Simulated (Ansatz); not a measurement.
**Run report: Ge2Se, geometry relaxation (part 3 of 3)**

The same run, continued: Ge2Se (R3m, 3 atoms in the cell); DFT PBE, scalar-relativistic, plane waves, PAW, no spin polarisation (Ansatz 0.2.0); cutoff 420 eV, 6×6×6 k-mesh, Gaussian smearing of 0.1 eV. The structure was made by swapping elements on the sites of another compound; it need not be a known phase. It belongs to a series of runs on one base structure; here: 3R molybdenite type (R3m, No. 160).

Geometry of the input (Å; fractional positions):
```
1.6248  0.9381  6.2909
-1.6248  0.9381  6.2909
0.0000  -1.8761  6.2909
Ge 0.7484  0.7484  0.7484
Ge 0.5849  0.5849  0.5849
Se 0.0000  0.0000  0.0000
```

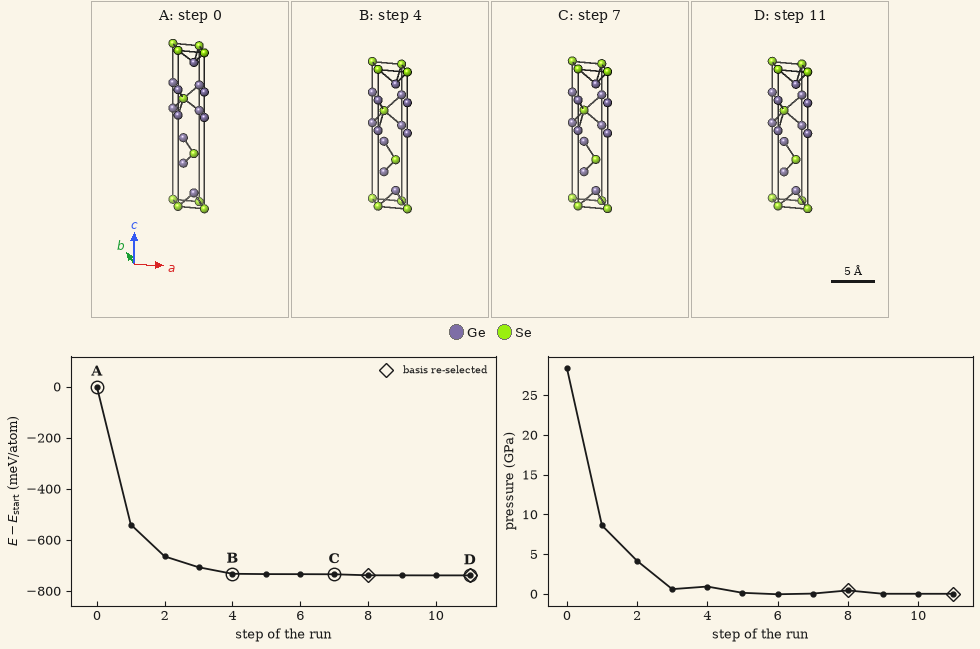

*Frames of the relaxation (ball-and-stick view of the cell 3 times as large as that of the calculation, set on its symmetry axes, seen slightly off an axis) above the curves, on which the letters mark them (the first geometry is step 0 here and step 1 in the log).*

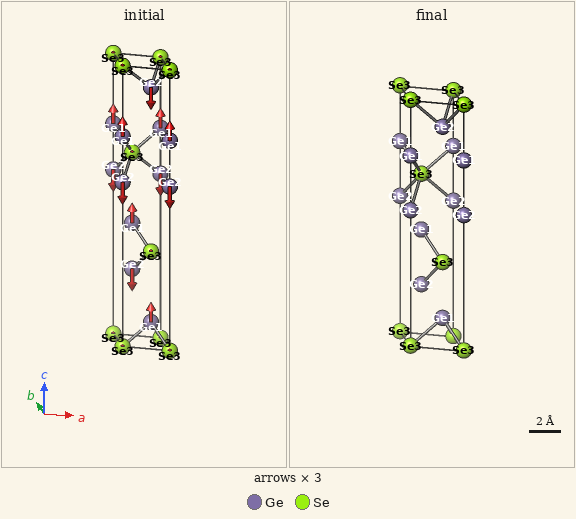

*Before (left) and after (right) the relaxation, at one scale (ball-and-stick view of the cell 3 times as large as that of the calculation, set on its symmetry axes, seen slightly off an axis). The red arrows give the displacements (without the part carried along by the change of the cell), magnified 3 times.*

The atom that moves furthest relative to the cell is Ge2 (0.52 Å). Largest moves by element: Ge 0.52 Å, Se 0.05 Å. The volume changes by +11.5 %, with a = b 3.250 → 3.665 Å (+12.8 %), c 18.873 → 16.533 Å (−12.4 %). Among the contacts that change: Ge2–Se3 2.429 → 2.858 Å, Ge1–Se3 2.429 → 2.752 Å. Among the angles that change: Ge2–Se3–Ge2 84.0° → 79.8°, Se3–Ge2–Se3 84.0° → 79.8°, Ge1–Se3–Ge2 78.9° → 82.0°. The space group stays R3m (No. 160). After 9 geometry steps the energy has fallen by 739 meV per atom. Largest force component: 4.7 eV/Å at the start, 0.0047 eV/Å at the end. Pressure: 28.44 GPa at the start and 0.01 GPa at the end. The basis was re-selected once at an unchanged geometry, which shifts the energy a little without any move. The energy change given includes the shifts at the re-selections in mid-walk, which come without any move. A last SCF at the same geometry on a re-selected plane-wave basis shifts the energy by next to nothing (0.0 meV per atom). (Atoms are counted from 1 in the order of the input.)

```
basis re-selected at this cell: Δ(F+E_penalty+E_count) = -7.950e-5 eV, ΔP = -0.003 GPa vs the last step (what re-selecting the basis moved, of the pressure what is left beyond the Pulay correction that the steps carried, after the strain that the cell walked since its last selection, with what the two solves' SCF thresholds leave and, on support functions, any second-order correction that the steps lacked; it is no measure of the basis error at this ecutwfc). This SCF's stress stands 3.75e-2 GPa from its target on what of the cell is left free (relax.cell.stress_tol is 4.00e-1 GPa) and its largest allowed force component is 4.70e-3 eV/Å (relax.f_tol is 4.00e-2 eV/Å): within both
SCF converged after 6 iterations
Free energy (F): -14058.564914 eV
Harris-Foulkes:  -14058.564914 eV  (|F-HF|=3.64e-12)
Internal energy: -14058.558286 eV  (E = F + TS)
E sigma→0 (E₀):  -14058.561600 eV
Entropy (-TS):   -0.006628 eV (-2.209 meV/atom)
Fermi energy:    9.816525 eV
--- Per-component energies (eV) ---
  E_band       = -630.935155
  E_kinetic    = 336.848691
  E_local      = -6755.860398  (includes V_loc(G=0)·N_el)
  E_nonlocal   = 235.006307
  E_hartree    = 3086.422342
  E_xc         = -254.418915
  E_vxc        = -225.897421  (∫ρ·V_xc dr)
  E_paw        = -5943.910015  (= ΣΔE_a)
  E_vpaw       = -393.877073  (= ΣTr[D̂ρ^β])
  E_aug_tail   = 0.000003  (compensation charges beyond the density's cutoff)
  E_ewald      = -4762.646300
  E_smearing   = -0.006628  (= −TS)
  E_closure    = -0.000000  (closes the sum)
  Σ components = -14058.564914   (vs F -14058.564914, Δ=0.00e0)
--- Forces (eV/Å), atoms counted from 1 ---
  atom   1  Ge     0.00000000     0.00000000    -0.00288433
  atom   2  Ge    -0.00000000    -0.00000000     0.00470110
  atom   3  Se    -0.00000000     0.00000000    -0.00181676
  max |Σ_I F_I| component: 2.98e-9 eV/Å
--- Stress (GPa, compression-positive) ---
        0.002775       0.000000       0.000000
        0.000000       0.002775      -0.000000
        0.000000      -0.000000       0.037507
  P = ⅓ Tr σ = 0.0144 GPa (0.144 kbar)
--- Band table (eV; the first three rows and the last of 32) ---
  k-point 0: bands = ["-38.5152", "-38.5009", "-38.5009", "-38.4599", "-38.4599", "-15.0862", "-15.0862", "-15.0484", "-15.0481", "-15.0481", "-14.9999", "-14.9999", "-14.9973", "-14.9679", "-14.9679", "-4.9903", "0.0444", "1.6533", "8.5224", "8.5224", "10.1878", "10.5324", "11.6497", "11.6497", "13.7160", "13.7160", "15.5724"]
  k-point 1: bands = ["-38.5151", "-38.5010", "-38.5009", "-38.4599", "-38.4597", "-15.0849", "-15.0826", "-15.0502", "-15.0427", "-15.0419", "-15.0021", "-15.0012", "-14.9983", "-14.9747", "-14.9678", "-4.7064", "0.1805", "2.0830", "6.5341", "8.1215", "8.3814", "10.9223", "11.0307", "12.0629", "13.7591", "14.5206", "15.2173"]
  k-point 2: bands = ["-38.5148", "-38.5012", "-38.5010", "-38.4599", "-38.4592", "-15.0825", "-15.0722", "-15.0539", "-15.0299", "-15.0292", "-15.0112", "-15.0049", "-14.9993", "-14.9878", "-14.9679", "-3.9952", "0.5242", "2.6691", "5.0080", "6.1341", "7.5144", "9.3545", "9.9447", "11.5373", "12.8957", "15.6382", "15.7337"]
  k-point 31: bands = ["-38.5152", "-38.5009", "-38.5009", "-38.4599", "-38.4599", "-15.0875", "-15.0875", "-15.0545", "-15.0480", "-15.0480", "-15.0004", "-15.0004", "-14.9907", "-14.9663", "-14.9663", "-4.7356", "-1.5952", "5.1086", "6.5943", "8.4079", "8.4079", "11.9315", "11.9315", "13.4262", "13.7804", "13.7804", "14.1663"]
--- Relaxed structure (10 steps of the walk, 10 accepted, 2 SCFs on fresh bases) ---
  F+E_penalty+E_count = -14058.56491369 eV   max|allowed force component| = 4.701e-3 eV/Å   (the final SCF, on the basis selected at the relaxed cell)
  cell:  # Å, volume = 64.1186 Å³
    - [1.8326635394740998, 1.0580887878347822, 5.510967255564011]
    - [-1.8326635394740998, 1.0580887878347822, 5.510967255564011]
    - [-1.758388936724378e-33, -2.116177575713367, 5.5109672555556015]
  atoms:
    - { symbol: Ge, position: [0.7763134382212246, 0.7763134382212246, 0.7763134382212242] }
    - { symbol: Ge, position: [0.5537386122301908, 0.5537386122301908, 0.5537386122301908] }
    - { symbol: Se, position: [0.0032479495485845744, 0.0032479495485845744, 0.0032479495485845705] }
```

### Trajectory as extended XYZ (Å, eV, eV/Å), 12 frames, from step=1 to step=12
```
3
Lattice="1.6248 0.9381 6.2909 -1.6248 0.9381 6.2909 0.0000 -1.8761 6.2909" Properties=species:S:1:pos:R:3:forces:R:3 step=1 energy=-14056.34842 pressure_GPa=28.44
Ge    0.0000    0.0000   14.1243    0.0000   0.0000   4.5567
Ge    0.0000    0.0000   11.0386    0.0000   0.0000  -4.6509
Se    0.0000    0.0000    0.0000    0.0000   0.0000   0.0943
3
Lattice="1.6659 0.9618 6.4153 -1.6659 0.9618 6.4153 0.0000 -1.9236 6.4153" Properties=species:S:1:pos:R:3:forces:R:3 step=2 energy=-14057.96738 pressure_GPa=8.62
Ge    0.0000    0.0000   14.5970    0.0000   0.0000   1.4894
Ge    0.0000    0.0000   11.0611    0.0000   0.0000  -1.6102
Se    0.0000    0.0000    0.0024    0.0000   0.0000   0.1207
3
Lattice="1.7067 0.9853 6.1079 -1.7067 0.9853 6.1079 0.0000 -1.9707 6.1079" Properties=species:S:1:pos:R:3:forces:R:3 step=3 energy=-14058.34183 pressure_GPa=4.16
Ge    0.0000    0.0000   14.0461    0.0000   0.0000   0.5331
Ge    0.0000    0.0000   10.3778    0.0000   0.0000  -0.6595
Se    0.0000    0.0000    0.0072    0.0000   0.0000   0.1264
3
Lattice="1.7858 1.0310 5.8263 -1.7858 1.0310 5.8263 0.0000 -2.0620 5.8263" Properties=species:S:1:pos:R:3:forces:R:3 step=4 energy=-14058.46906 pressure_GPa=0.60
Ge    0.0000    0.0000   13.4557    0.0000   0.0000   0.4444
Ge    0.0000    0.0000    9.8345    0.0000   0.0000  -0.5809
Se    0.0000    0.0000    0.0147    0.0000   0.0000   0.1366
3
Lattice="1.8102 1.0451 5.5185 -1.8102 1.0451 5.5185 0.0000 -2.0902 5.5185" Properties=species:S:1:pos:R:3:forces:R:3 step=5 energy=-14058.54606 pressure_GPa=0.93
Ge    0.0000    0.0000   12.8688    0.0000   0.0000  -0.1052
Ge    0.0000    0.0000    9.1798    0.0000   0.0000  -0.0041
Se    0.0000    0.0000    0.0248    0.0000   0.0000   0.1093
3
Lattice="1.8229 1.0525 5.5160 -1.8229 1.0525 5.5160 0.0000 -2.1049 5.5160" Properties=species:S:1:pos:R:3:forces:R:3 step=6 energy=-14058.54981 pressure_GPa=0.14
Ge    0.0000    0.0000   12.8528    0.0000   0.0000  -0.0126
Ge    0.0000    0.0000    9.1814    0.0000   0.0000  -0.0780
Se    0.0000    0.0000    0.0293    0.0000   0.0000   0.0907
3
Lattice="1.8235 1.0528 5.5252 -1.8235 1.0528 5.5252 0.0000 -2.1056 5.5252" Properties=species:S:1:pos:R:3:forces:R:3 step=7 energy=-14058.55050 pressure_GPa=-0.04
Ge    0.0000    0.0000   12.8737    0.0000   0.0000  -0.0314
Ge    0.0000    0.0000    9.1930    0.0000   0.0000  -0.0460
Se    0.0000    0.0000    0.0336    0.0000   0.0000   0.0774
3
Lattice="1.8224 1.0521 5.5278 -1.8224 1.0521 5.5278 0.0000 -2.1043 5.5278" Properties=species:S:1:pos:R:3:forces:R:3 step=8 energy=-14058.55178 pressure_GPa=0.04
Ge    0.0000    0.0000   12.8707    0.0000   0.0000  -0.0008
Ge    0.0000    0.0000    9.1877    0.0000   0.0000  -0.0101
Se    0.0000    0.0000    0.0522    0.0000   0.0000   0.0108
3
Lattice="1.8224 1.0521 5.5278 -1.8224 1.0521 5.5278 0.0000 -2.1043 5.5278" Properties=species:S:1:pos:R:3:forces:R:3 step=9 energy=-14058.56374 pressure_GPa=0.44
Ge    0.0000    0.0000   12.8707    0.0000   0.0000  -0.0011
Ge    0.0000    0.0000    9.1877    0.0000   0.0000  -0.0101
Se    0.0000    0.0000    0.0522    0.0000   0.0000   0.0112
3
Lattice="1.8375 1.0609 5.4901 -1.8375 1.0609 5.4901 0.0000 -2.1218 5.4901" Properties=species:S:1:pos:R:3:forces:R:3 step=10 energy=-14058.56427 pressure_GPa=0.02
Ge    0.0000    0.0000   12.7844    0.0000   0.0000   0.0433
Ge    0.0000    0.0000    9.1181    0.0000   0.0000  -0.0141
Se    0.0000    0.0000    0.0575    0.0000   0.0000  -0.0292
3
Lattice="1.8327 1.0581 5.5110 -1.8327 1.0581 5.5110 0.0000 -2.1162 5.5110" Properties=species:S:1:pos:R:3:forces:R:3 step=11 energy=-14058.56483 pressure_GPa=0.02
Ge    0.0000    0.0000   12.8347    0.0000   0.0000  -0.0029
Ge    0.0000    0.0000    9.1549    0.0000   0.0000   0.0047
Se    0.0000    0.0000    0.0537    0.0000   0.0000  -0.0018
3
Lattice="1.8327 1.0581 5.5110 -1.8327 1.0581 5.5110 0.0000 -2.1162 5.5110" Properties=species:S:1:pos:R:3:forces:R:3 step=12 energy=-14058.56491 pressure_GPa=0.01
Ge    0.0000    0.0000   12.8347    0.0000   0.0000  -0.0029
Ge    0.0000    0.0000    9.1549    0.0000   0.0000   0.0047
Se    0.0000    0.0000    0.0537    0.0000   0.0000  -0.0018
```
